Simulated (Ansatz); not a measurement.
GaAs (interface cell)

Input

```
crystal:
  lattice:
    - [4.0626003926, 0.0, 0.0]
    - [0.0, 9.9512979906, 0.0]
    - [0.0, 0.0, 14.0732605815]
  atoms:
    - { symbol: Ga, position: [0.0, 0.0, 0.0] }
    - { symbol: Ga, position: [1.0, 0.3333333333, 0.3333333333] }
    - { symbol: As, position: [0.5, 0.75, 0.25] }
    - { symbol: Ga, position: [0.0, 0.6666666667, 0.1666666667] }
    - { symbol: As, position: [0.5, 0.0833333333, 0.0833333333] }
    - { symbol: As, position: [0.5, 0.4166666667, 0.4166666667] }
    - { symbol: Ga, position: [0.5, 0.0, 0.25] }
    - { symbol: Ga, position: [0.0, 0.75, 0.5] }
    - { symbol: As, position: [0.0, 0.0833333333, 0.3333333333] }
    - { symbol: Ga, position: [0.5, 0.3333333333, 0.0833333333] }
    - { symbol: Ga, position: [0.5, 0.6666666667, 0.4166666667] }
    - { symbol: As, position: [0.0, 0.4166666667, 0.1666666667] }
    - { symbol: As, position: [1.0, 1.0, 0.5] }
    - { symbol: As, position: [1.0, 0.3333333333, 0.8333333333] }
    - { symbol: Ga, position: [0.5, 0.75, 0.75] }
    - { symbol: As, position: [0.0, 0.6666666667, 0.6666666667] }
    - { symbol: Ga, position: [0.5, 0.0833333333, 0.5833333333] }
    - { symbol: Ga, position: [0.5, 0.4166666667, 0.9166666667] }
    - { symbol: As, position: [0.5, 0.0, 0.75] }
    - { symbol: As, position: [1.0, 0.75, 0.0] }
    - { symbol: Ga, position: [0.0, 0.0833333333, 0.8333333333] }
    - { symbol: As, position: [0.5, 0.3333333333, 0.5833333333] }
    - { symbol: As, position: [0.5, 0.6666666667, 0.9166666667] }
    - { symbol: Ga, position: [0.0, 0.4166666667, 0.6666666667] }
basis:
  ecutwfc: 420
kpoints:
  mp_grid: { grid: [8, 4, 3] }
hamiltonian:
  xc: pbe
scf:
  occupations: { method: gaussian, width: 0.05 }
output:
  forces: true
  stress: true
  eigenvalues: true
  populations: true
  write_density: true
  write_potential: true
  elf: true
  volumetric_format: npy
relax:
  adjacent_minimum: "off"
  f_tol: 0.02
  max_steps: 45
  cell: { fix: [a, b, alpha, beta, gamma], stress_tol: 0.1 }
```

Run with:

```sh
ansatz run input.yaml --threads 4 --pin off --max-ram 11264MiB --backend cpu --events-out ev --progress --plain --runs-dir out
```

The fields are those of the run's last geometry, not of the input's.

The calculation used DFT PBE, scalar-relativistic, plane waves, PAW (Ansatz 0.2.0).

> What can the converged valence pseudo-density and electron localisation function tell about the bonding?

Ga–Ga (2.48 Å): ρ at the midpoint is about 0.42 e/Å³; the ELF peaks at about 0.70 between the atoms.
Ga–As (2.47 Å): ρ at the midpoint is about 0.48 e/Å³; the ELF peaks at about 0.75 between the atoms.
As–As (2.48 Å): ρ is about 0.53 e/Å³ halfway; the ELF peaks at about 0.75 between the atoms.
Ga–As (2.51 Å): ρ is about 0.46 e/Å³ halfway, with its minimum of 0.38 e/Å³ about 1.1 Å from Ga; the ELF peaks at about 0.80 between the atoms.

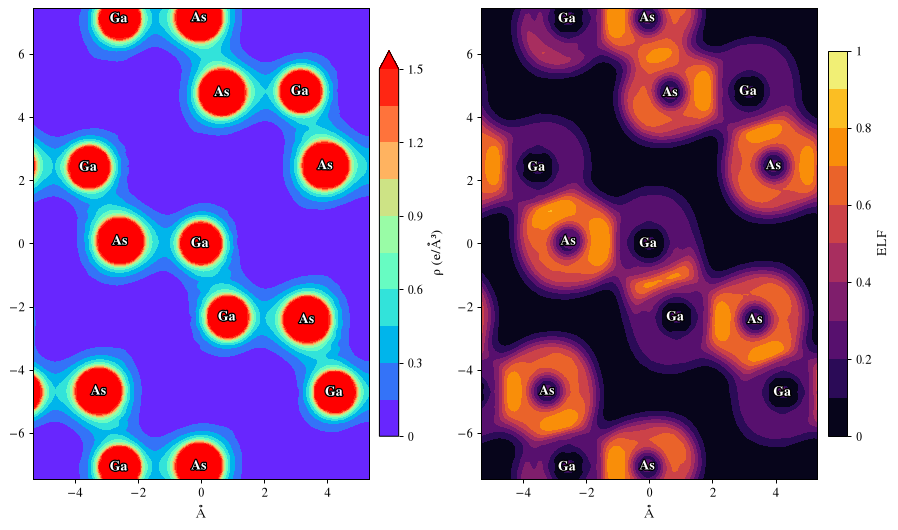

Computed valence pseudo-density and electron localisation function on the (100) plane of the calculation cell, in this order. 

Core electrons are frozen (PAW), and the valence fields are smoothed inside the atomic spheres.
